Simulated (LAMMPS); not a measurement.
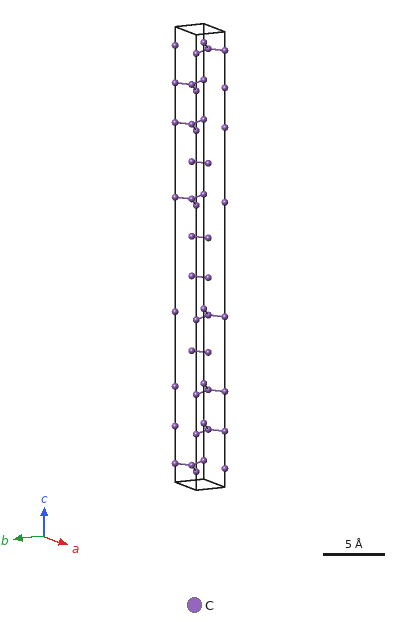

The structure as given in the input (ball-and-stick view of the cell 3 times as large as that of the calculation, set on its symmetry axes, seen at an oblique angle). An atom can appear more than once, as a periodic image. Near neighbours in the periodic cell (some may lie outside the picture): C has 3 C at 1.42 Å.

**Run report: C, geometry relaxation**

System: C (R-3m, 8 atoms in the cell).
Method: classical potential SiCGe.tersoff (style tersoff) (LAMMPS 22 Jul 2025 update 4).

The structure derives from a Materials Project entry. The geometry comes from this level: r2scan-rvv10.

Input file:
```
units metal
boundary p p p
atom_style atomic
read_data data.lmp
pair_style tersoff
pair_coeff * * SiCGe.tersoff C
thermo_style custom step pe press pxx pyy pzz pyz pxz pxy vol fmax
thermo_modify format float %.8f
dump 1 all custom 10 dump.lmp id type x y z fx fy fz
dump_modify 1 sort id format float %.8f
thermo 10
fix 1 all box/relax tri 0.0 vmax 0.001
min_style cg
minimize 0.0 1.0e-6 400 4000
minimize 0.0 1.0e-6 400 4000
unfix 1
undump 1
write_dump all custom end.lmp id type x y z modify sort id format float %.8f
run 0
```

File data.lmp:
```
crystal

8 atoms
1 atom types

0.0 13.69489649 xlo xhi
0.0 2.44515854 ylo yhi
0.0 2.12325551 zlo zhi
13.47484284 13.47484284 1.21267733 xy xz yz

Masses

1 12.0110

Atoms

1 1 1.66725440 0.15004565 0.08709665
2 1 35.64026420 3.20746899 1.86183209
3 1 32.10073011 2.88892630 1.67692835
4 1 5.00431797 0.45036688 0.26142342
5 1 38.97732778 3.50779022 2.03615886
6 1 15.21543703 1.36932325 0.79484789
7 1 8.54385207 0.76890958 0.44632716
8 1 25.42914515 2.28851262 1.32840762
```

Machine: 1 thread of Arm Neoverse V1, 24 GiB of memory available, shared host.

Launch command:
```bash
lmp -in in.lmp -log none -nocite
```

Output:
```
using 1 OpenMP thread(s) per MPI task
Reading data file ...
  triclinic box = (0 0 0) to (13.694896 2.4451585 2.1232555) with tilt (13.474843 13.474843 1.2126773)
WARNING: Triclinic box skew is large. LAMMPS will run inefficiently. (src/src/domain.cpp:221)
  1 by 1 by 1 MPI processor grid
  reading atoms ...
  8 atoms
  read_data CPU = 0.001 seconds
Neighbor list info ...
  max neighbors/atom: 2000, page size: 100000
  master list distance cutoff = 4.1
  ghost atom cutoff = 4.1
  binsize = 2.05, bins = 20 2 2
  1 neighbor lists, perpetual/occasional/extra = 1 0 0
  (1) pair tersoff, perpetual
      attributes: full, newton on
      pair build: full/bin/atomonly
      stencil: full/bin/3d
      bin: standard
Setting up cg style minimization ...
  Unit style    : metal
  Current step  : 0
WARNING: Energy due to 6 extra global DOFs will be included in minimizer energies
 (src/src/min.cpp:222)
Per MPI rank memory allocation (min/avg/max) = 4.238 | 4.238 | 4.238 Mbytes
   Step         PotEng         Press           Pxx            Pyy            Pzz            Pyz            Pxz            Pxy           Volume          Fmax
         0  -58.70397919 236807.91807583 3805.09919013 352365.74612087 354252.90891649 -1652.06789077 -18357.34102299 -31625.08366943 71.09974402 0.00046074
        10  -58.98912060 139785.30273091 3807.76010832 189387.59586357 226160.55222083 17964.05258921 -15674.34183185 -23861.87396158 72.49000904 0.05366222
        20  -59.13524022 53524.36966444 2067.18979602 57155.71347277 101350.20572451 8117.60889167 -8741.25374370 -9314.49263547 73.74846635 0.04686340
        30  -59.16415175 -58.54648626 -6.70289639 -21.29139022 -147.64517217 -164.51594342 40.91389821 18.18497672 74.58555424 0.00874002
        40  -59.16415306 1.61268591 0.23512668 4.92963792 -0.32670689 3.23440117 -0.51771113 -1.11978983 74.58524388 0.00005782
        50  -59.16415306 -0.00980681 0.00066135 -0.97254522 0.94246343 0.70254365 -0.20225552 0.10212171 74.58525600 0.00001706
        60  -59.16415306 -0.01954283 -0.00238792 -0.00104695 -0.05519361 -0.06425021 0.01575017 0.00587033 74.58525558 0.00000513
        67  -59.16415306 0.00061091 0.00009675 -0.00466796 0.00640393 0.00600278 -0.00158203 0.00025705 74.58525540 0.00000012
Loop time of 0.00279942 on 1 procs for 67 steps with 8 atoms

100.0% CPU use with 1 MPI tasks x 1 OpenMP threads

Minimization stats:
  Stopping criterion = force tolerance
  Energy initial, next-to-last, final =
     -58.7039791856285  -59.1641530579311  -59.1641530579307
  Force two-norm initial, final = 24.105649 7.3153103e-07
  Force max component initial, final = 15.720672 4.6213912e-07
  Final line search alpha, max atom move = 1 4.6213912e-07
  Iterations, force evaluations = 67 107

MPI task timing breakdown:
Section |  min time  |  avg time  |  max time  |%varavg| %total
---------------------------------------------------------------
Pair    | 0.0011865  | 0.0011865  | 0.0011865  |   0.0 | 42.39
Neigh   | 0          | 0          | 0          |   0.0 |  0.00
Comm    | 0.00030646 | 0.00030646 | 0.00030646 |   0.0 | 10.95
Output  | 0.00022281 | 0.00022281 | 0.00022281 |   0.0 |  7.96
Modify  | 0          | 0          | 0          |   0.0 |  0.00
Other   |            | 0.001084   |            |       | 38.71

Nlocal:              8 ave           8 max           8 min
Histogram: 1 0 0 0 0 0 0 0 0 0
Nghost:            870 ave         870 max         870 min
Histogram: 1 0 0 0 0 0 0 0 0 0
Neighs:              0 ave           0 max           0 min
Histogram: 1 0 0 0 0 0 0 0 0 0
FullNghs:          220 ave         220 max         220 min
Histogram: 1 0 0 0 0 0 0 0 0 0

Total # of neighbors = 220
Ave neighs/atom = 27.5
Neighbor list builds = 0
Dangerous builds = 0
Setting up cg style minimization ...
  Unit style    : metal
  Current step  : 67
WARNING: Energy due to 6 extra global DOFs will be included in minimizer energies
 (src/src/min.cpp:222)
Per MPI rank memory allocation (min/avg/max) = 5.49 | 5.49 | 5.49 Mbytes
   Step         PotEng         Press           Pxx            Pyy            Pzz            Pyz            Pxz            Pxy           Volume          Fmax
        67  -59.16415306 0.00061091 0.00009675 -0.00466796 0.00640394 0.00600278 -0.00158203 0.00025704 74.58525540 0.00000012
        68  -59.16415306 -0.00037036 -0.00003578 0.00020788 -0.00128319 -0.00105652 0.00029227 0.00005848 74.58525541 0.00000012
Loop time of 9.8625e-05 on 1 procs for 1 steps with 8 atoms

22.3% CPU use with 1 MPI tasks x 1 OpenMP threads

Minimization stats:
  Stopping criterion = force tolerance
  Energy initial, next-to-last, final =
     -59.1641530579307  -59.1641530579307   -59.164153057931
  Force two-norm initial, final = 7.388609e-07 3.0205278e-07
  Force max component initial, final = 4.6235114e-07 1.178228e-07
  Final line search alpha, max atom move = 1 1.178228e-07
  Iterations, force evaluations = 1 2

MPI task timing breakdown:
Section |  min time  |  avg time  |  max time  |%varavg| %total
---------------------------------------------------------------
Pair    | 3.2937e-05 | 3.2937e-05 | 3.2937e-05 |   0.0 | 33.40
Neigh   | 0          | 0          | 0          |   0.0 |  0.00
Comm    | 8.446e-06  | 8.446e-06  | 8.446e-06  |   0.0 |  8.56
Output  | 0          | 0          | 0          |   0.0 |  0.00
Modify  | 0          | 0          | 0          |   0.0 |  0.00
Other   |            | 5.724e-05  |            |       | 58.04

Nlocal:              8 ave           8 max           8 min
Histogram: 1 0 0 0 0 0 0 0 0 0
Nghost:            820 ave         820 max         820 min
Histogram: 1 0 0 0 0 0 0 0 0 0
Neighs:              0 ave           0 max           0 min
Histogram: 1 0 0 0 0 0 0 0 0 0
FullNghs:          232 ave         232 max         232 min
Histogram: 1 0 0 0 0 0 0 0 0 0

Total # of neighbors = 232
Ave neighs/atom = 29
Neighbor list builds = 0
Dangerous builds = 0
WARNING: No fixes with time integration, atoms won't move
Setting up Verlet run ...
  Unit style    : metal
  Current step  : 68
  Time step     : 0.001
Per MPI rank memory allocation (min/avg/max) = 3.113 | 3.113 | 3.113 Mbytes
   Step         PotEng         Press           Pxx            Pyy            Pzz            Pyz            Pxz            Pxy           Volume          Fmax
        68  -59.16415306 -0.00037036 -0.00003578 0.00020788 -0.00128319 -0.00105653 0.00029227 0.00005849 74.58525541 0.00000012
Loop time of 1.062e-06 on 1 procs for 0 steps with 8 atoms

0.0% CPU use with 1 MPI tasks x 1 OpenMP threads

MPI task timing breakdown:
Section |  min time  |  avg time  |  max time  |%varavg| %total
---------------------------------------------------------------
Pair    | 0          | 0          | 0          |   0.0 |  0.00
Neigh   | 0          | 0          | 0          |   0.0 |  0.00
Comm    | 0          | 0          | 0          |   0.0 |  0.00
Output  | 0          | 0          | 0          |   0.0 |  0.00
Modify  | 0          | 0          | 0          |   0.0 |  0.00
Other   |            | 1.062e-06  |            |       |100.00

Nlocal:              8 ave           8 max           8 min
Histogram: 1 0 0 0 0 0 0 0 0 0
Nghost:            820 ave         820 max         820 min
Histogram: 1 0 0 0 0 0 0 0 0 0
Neighs:              0 ave           0 max           0 min
Histogram: 1 0 0 0 0 0 0 0 0 0
FullNghs:          232 ave         232 max         232 min
Histogram: 1 0 0 0 0 0 0 0 0 0

Total # of neighbors = 232
Ave neighs/atom = 29
Neighbor list builds = 0
Dangerous builds = 0
```

Trajectory as extended XYZ (Å, eV, eV/Å), 9 frames, from step=0 to step=68:
```
8
Lattice="13.6949 0.0000 0.0000 13.4748 2.4452 0.0000 13.4748 1.2127 2.1233" Properties=species:S:1:pos:R:3:forces:R:3 step=0 energy=-58.70398 pressure_GPa=23.68
C     1.6673    0.1500    0.0871   -0.0002   0.0000   0.0000
C    35.6403    3.2075    1.8618   -0.0005   0.0000   0.0000
C    32.1007    2.8889    1.6769   -0.0005   0.0000   0.0000
C     5.0043    0.4504    0.2614    0.0005   0.0000   0.0000
C    38.9773    3.5078    2.0362    0.0002   0.0000   0.0000
C    15.2154    1.3693    0.7948    0.0002   0.0000   0.0000
C     8.5439    0.7689    0.4463    0.0005   0.0000   0.0000
C    25.4291    2.2885    1.3284   -0.0002   0.0000   0.0000
8
Lattice="13.6967 0.0000 0.0000 13.3998 2.4680 0.0000 13.4226 1.2137 2.1445" Properties=species:S:1:pos:R:3:forces:R:3 step=10 energy=-58.98912 pressure_GPa=13.98
C     1.6612    0.1396    0.0773   -0.0038   0.0536  -0.0477
C    35.5293    3.2170    1.8698   -0.0041   0.0537  -0.0477
C    32.0007    2.8964    1.6831   -0.0041   0.0537  -0.0477
C     4.9879    0.4419    0.2534    0.0041  -0.0537   0.0477
C    38.8561    3.5192    2.0459    0.0038  -0.0536   0.0477
C    15.1675    1.3668    0.7922    0.0038  -0.0536   0.0477
C     8.5166    0.7625    0.4402    0.0041  -0.0537   0.0477
C    25.3497    2.2920    1.3311   -0.0038   0.0536  -0.0477
8
Lattice="13.6994 0.0000 0.0000 13.3204 2.4857 0.0000 13.3536 1.2163 2.1657" Properties=species:S:1:pos:R:3:forces:R:3 step=20 energy=-59.13524 pressure_GPa=5.35
C     1.6539    0.1317    0.0675    0.0016   0.0107  -0.0469
C    35.4003    3.2260    1.8777    0.0014   0.0108  -0.0469
C    31.8843    2.9036    1.6891    0.0014   0.0108  -0.0469
C     4.9687    0.4355    0.2455   -0.0014  -0.0108   0.0469
C    38.7151    3.5298    2.0557   -0.0016  -0.0107   0.0469
C    15.1117    1.3655    0.7896   -0.0016  -0.0107   0.0469
C     8.4846    0.7578    0.4341   -0.0014  -0.0108   0.0469
C    25.2573    2.2960    1.3336    0.0016   0.0107  -0.0469
8
Lattice="13.7012 0.0000 0.0000 13.2795 2.4943 0.0000 13.3022 1.2154 2.1824" Properties=species:S:1:pos:R:3:forces:R:3 step=30 energy=-59.16415 pressure_GPa=-0.01
C     1.6493    0.1276    0.0599   -0.0009   0.0000   0.0087
C    35.3200    3.2284    1.8841   -0.0011   0.0000   0.0087
C    31.8120    2.9053    1.6940   -0.0011   0.0000   0.0087
C     4.9566    0.4322    0.2391    0.0011   0.0000  -0.0087
C    38.6274    3.5330    2.0634    0.0009   0.0000  -0.0087
C    15.0769    1.3642    0.7874    0.0009   0.0000  -0.0087
C     8.4647    0.7552    0.4292    0.0011   0.0000  -0.0087
C    25.1997    2.2964    1.3358   -0.0009   0.0000   0.0087
8
Lattice="13.7012 0.0000 0.0000 13.2796 2.4943 0.0000 13.3024 1.2154 2.1825" Properties=species:S:1:pos:R:3:forces:R:3 step=40 energy=-59.16415 pressure_GPa=0.00
C     1.6493    0.1276    0.0599    0.0000   0.0000   0.0000
C    35.3203    3.2284    1.8841   -0.0001   0.0000   0.0000
C    31.8122    2.9053    1.6941   -0.0001   0.0000   0.0000
C     4.9567    0.4322    0.2391    0.0001   0.0000   0.0000
C    38.6277    3.5329    2.0633    0.0000   0.0000   0.0000
C    15.0770    1.3642    0.7874    0.0000   0.0000   0.0000
C     8.4648    0.7552    0.4292    0.0001   0.0000   0.0000
C    25.1999    2.2964    1.3358    0.0000   0.0000   0.0000
8
Lattice="13.7012 0.0000 0.0000 13.2796 2.4943 0.0000 13.3024 1.2154 2.1825" Properties=species:S:1:pos:R:3:forces:R:3 step=50 energy=-59.16415 pressure_GPa=-0.00
C     1.6493    0.1276    0.0599    0.0000   0.0000   0.0000
C    35.3203    3.2284    1.8841    0.0000   0.0000   0.0000
C    31.8122    2.9053    1.6941    0.0000   0.0000   0.0000
C     4.9567    0.4322    0.2391    0.0000   0.0000   0.0000
C    38.6277    3.5329    2.0633    0.0000   0.0000   0.0000
C    15.0770    1.3642    0.7874    0.0000   0.0000   0.0000
C     8.4648    0.7552    0.4292    0.0000   0.0000   0.0000
C    25.1999    2.2964    1.3358    0.0000   0.0000   0.0000
8
Lattice="13.7012 0.0000 0.0000 13.2796 2.4943 0.0000 13.3024 1.2154 2.1825" Properties=species:S:1:pos:R:3:forces:R:3 step=60 energy=-59.16415 pressure_GPa=-0.00
C     1.6493    0.1276    0.0599    0.0000   0.0000   0.0000
C    35.3203    3.2284    1.8841    0.0000   0.0000   0.0000
C    31.8122    2.9053    1.6941    0.0000   0.0000   0.0000
C     4.9567    0.4322    0.2391    0.0000   0.0000   0.0000
C    38.6277    3.5329    2.0633    0.0000   0.0000   0.0000
C    15.0770    1.3642    0.7874    0.0000   0.0000   0.0000
C     8.4648    0.7552    0.4292    0.0000   0.0000   0.0000
C    25.1999    2.2964    1.3358    0.0000   0.0000   0.0000
8
Lattice="13.7012 0.0000 0.0000 13.2796 2.4943 0.0000 13.3024 1.2154 2.1825" Properties=species:S:1:pos:R:3:forces:R:3 step=67 energy=-59.16415 pressure_GPa=0.00
C     1.6493    0.1276    0.0599    0.0000   0.0000   0.0000
C    35.3203    3.2284    1.8841    0.0000   0.0000   0.0000
C    31.8122    2.9053    1.6941    0.0000   0.0000   0.0000
C     4.9567    0.4322    0.2391    0.0000   0.0000   0.0000
C    38.6277    3.5329    2.0633    0.0000   0.0000   0.0000
C    15.0770    1.3642    0.7874    0.0000   0.0000   0.0000
C     8.4648    0.7552    0.4292    0.0000   0.0000   0.0000
C    25.1999    2.2964    1.3358    0.0000   0.0000   0.0000
8
Lattice="13.7012 0.0000 0.0000 13.2796 2.4943 0.0000 13.3024 1.2154 2.1825" Properties=species:S:1:pos:R:3:forces:R:3 step=68 energy=-59.16415 pressure_GPa=-0.00
C     1.6493    0.1276    0.0599    0.0000   0.0000   0.0000
C    35.3203    3.2284    1.8841    0.0000   0.0000   0.0000
C    31.8122    2.9053    1.6941    0.0000   0.0000   0.0000
C     4.9567    0.4322    0.2391    0.0000   0.0000   0.0000
C    38.6277    3.5329    2.0633    0.0000   0.0000   0.0000
C    15.0770    1.3642    0.7874    0.0000   0.0000   0.0000
C     8.4648    0.7552    0.4292    0.0000   0.0000   0.0000
C    25.1999    2.2964    1.3358    0.0000   0.0000   0.0000
```

Summary:

| quantity | value |
| --- | --- |
| outcome | converged |
| space group (tolerance 0.01 Å) | R-3m (166) → P-1 (2) |
| potential energy | −59.1642 eV |
| pressure | 0.00 GPa |
| final volume | 74.59 Å³ |
| final cell | a = 13.701 Å, b = 13.512 Å, c = 13.535 Å, α = 10.73°, β = 10.64°, γ = 10.64° |
| peak memory | 0.03 GiB |
